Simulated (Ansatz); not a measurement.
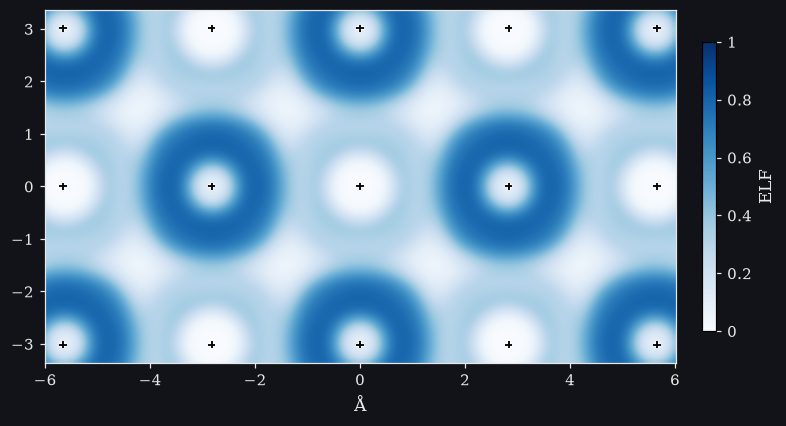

The electron localisation function on a plane through atoms (crosses mark nuclei in the plane).

Level of theory: DFT r2SCAN, scalar-relativistic, plane waves, PAW in Ansatz.

Candidates:
A. SiC, a = 3.08 Å, b = 3.08 Å, c = 5.05 Å, α = 90.00°, β = 90.00°, γ = 120.00°. Space group P6₃mc; not relaxed (largest force 0.8 eV/Å).
B. SnSe, a = 4.26 Å, b = 4.26 Å, c = 5.66 Å, α = 90.00°, β = 90.00°, γ = 90.00°. Space group I4/mmm; changed on purpose from its base cell (strain -0.0600 x Voigt [1, 0, 0, 0, 0, 0], atoms carried along); computed pressure about 4 GPa in this cell.
C. Cu, a = 2.90 Å, b = 2.90 Å, c = 2.74 Å, α = 90.00°, β = 90.00°, γ = 90.00°. Space group I4/mmm; a structure from a database of computed crystals, not necessarily the ambient phase; computed without spin polarisation.

Which candidate gave the map?

Candidate B: SnSe on the (11̄0) plane of the conventional cell, which holds Sn and Se. Sn–Se (2.83 Å): the ELF is about 0.45 at the midpoint and 0.30 at its lowest between the atoms. Sn–Se (3.01 Å): the ELF is about 0.40 at the midpoint and 0.30 at its lowest between the atoms.
